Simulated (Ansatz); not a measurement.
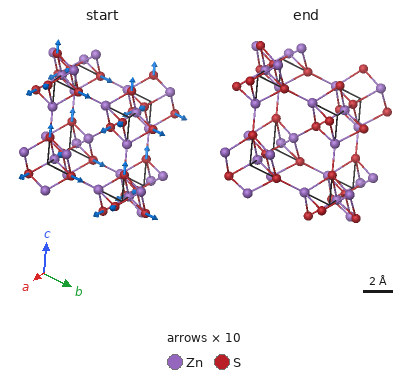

The structure of crystalline ZnS (a generated structure, set up in I-43m) (coarse preliminary run) before (left) and after (right) a relaxation, at one scale. The blue arrows give the displacements (the part carried along by the change of the cell is left out), 10 times their true length.

The picture is a ball-and-stick view of the cell of the calculation, seen slightly off an axis.

These are results of Ansatz 0.2.0, DFT PBE, scalar-relativistic, plane waves, PAW, not measurements.

Input
```yaml
crystal:
  lattice:
    - [-3.47716682, 3.47716682, 3.47716682]
    - [3.47716682, -3.47716682, 3.47716682]
    - [3.47716682, 3.47716682, -3.47716682]
  atoms:
    - { symbol: Zn, position: [0.31719804, 0.31719804, 0.31719804] }
    - { symbol: Zn, position: [0.0, 0.0, 0.68280196] }
    - { symbol: Zn, position: [0.0, 0.68280196, 0.0] }
    - { symbol: Zn, position: [0.68280196, 0.0, 0.0] }
    - { symbol: S, position: [0.68280196, 0.68280196, 0.68280196] }
    - { symbol: S, position: [0.0, 0.0, 0.31719804] }
    - { symbol: S, position: [0.0, 0.31719804, 0.0] }
    - { symbol: S, position: [0.31719804, 0.0, 0.0] }
basis:
  ecutwfc: 420
kpoints:
  mp_grid: { grid: [4, 4, 4] }
hamiltonian:
  xc: pbe
scf:
  occupations: { method: gaussian, width: 0.1 }
  lower_state_search: "off"
output:
  forces: true
  stress: true
  eigenvalues: true
relax:
  adjacent_minimum: "off"
  f_tol: 0.04
  max_steps: 70
  cell: { stress_tol: 0.4 }
```

Launched with:
```bash
ansatz run input.yaml --threads 1 --pin off --max-ram 2560MiB --backend cpu --events-out ev --progress --plain --runs-dir out
```

Q: What changed between the two?

A: After 3 accepted moves (4 points after the start) the energy has fallen by 286 meV per atom. Largest force component: 1.9 eV/Å at the start, 0.035 eV/Å at the end. The pressure goes from 18.76 to 0.06 GPa. The SCF was repeated once at an unchanged geometry on a basis and grid sized afresh for the cell, which shifted the energy by 2.2 meV per atom at most. The largest moves relative to the cell, 0.10 Å, are those of S5, S6, S7 and S8. S7 goes along +b. Largest moves by element: S 0.10 Å, Zn 0.01 Å. The drawn cell changes as follows: a = b = c 6.023 → 6.431 Å (+6.8 %); the volume changes by +21.8 %. Among the contacts that change: Zn1–S6 2.206 → 2.408 Å, Zn1–S5 2.202 → 2.263 Å. Bond angles that change, for instance: Zn1–S6–Zn3 90.0° → 86.7°, S5–Zn2–S7 90.0° → 93.2°, Zn1–S6–Zn2 125.3° → 127.5°. The space group stays I-43m (No. 217). The run took 27 s on 1 thread of Arm Neoverse V2, on a shared host, peak memory 0.4 GiB.
